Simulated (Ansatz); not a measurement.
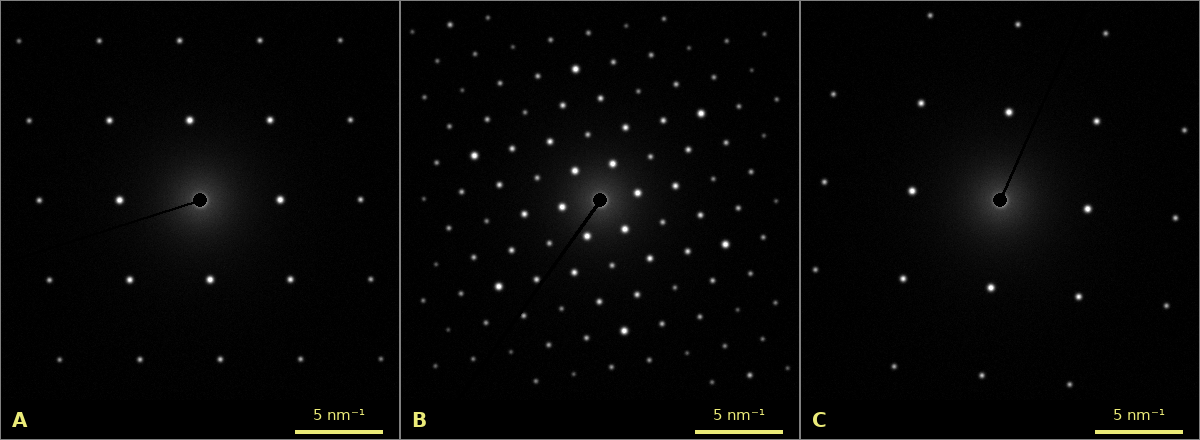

Kinematic electron diffraction patterns (200 kV, B = 0.5 Å², same scale, each along a low-index zone) of three structures of composition Pd, each relaxed at zero pressure with Ansatz 0.2.0, DFT PBE, scalar-relativistic, plane waves, PAW.

The structures (standard cells):
1. I4/mmm (No. 139), a = 3.272 Å, c = 2.888 Å, 2 atoms; generated start, possibly hypothetical
2. Fm-3m (No. 225), a = 3.943 Å, 4 atoms; generated start, possibly hypothetical
3. P6/mmm (No. 191), a = 5.226 Å, c = 4.458 Å (hexagonal axes), 5 atoms; generated start, possibly hypothetical

Which pattern belongs to which structure, and along which zone?

A is structure 1 along [100] or an equivalent direction: centred rectangular net of 0 1 1 at d = 2.17 Å and 0 -1 1 at d = 2.17 Å, 82.9° apart. B is structure 3 along [001]: hexagonal net of 1 -1 0 at d = 4.53 Å and 1 0 0 at d = 4.53 Å, 60.0° apart. C is structure 2 along [001] or an equivalent direction: square net of 2 0 0 at d = 1.97 Å and 0 2 0 at d = 1.97 Å, 90.0° apart.

Rank the structures by their computed energy.

Structure 2 (Fm-3m, 15.33 Å³ an atom) is the lowest of these; structure 1 (I4/mmm, 15.46 Å³ an atom) lies about 38 meV an atom higher; structure 3 (P6/mmm, 21.08 Å³ an atom) lies about 520 meV an atom higher. These are static energies at 0 K; other structures, not shown, may lie lower still.
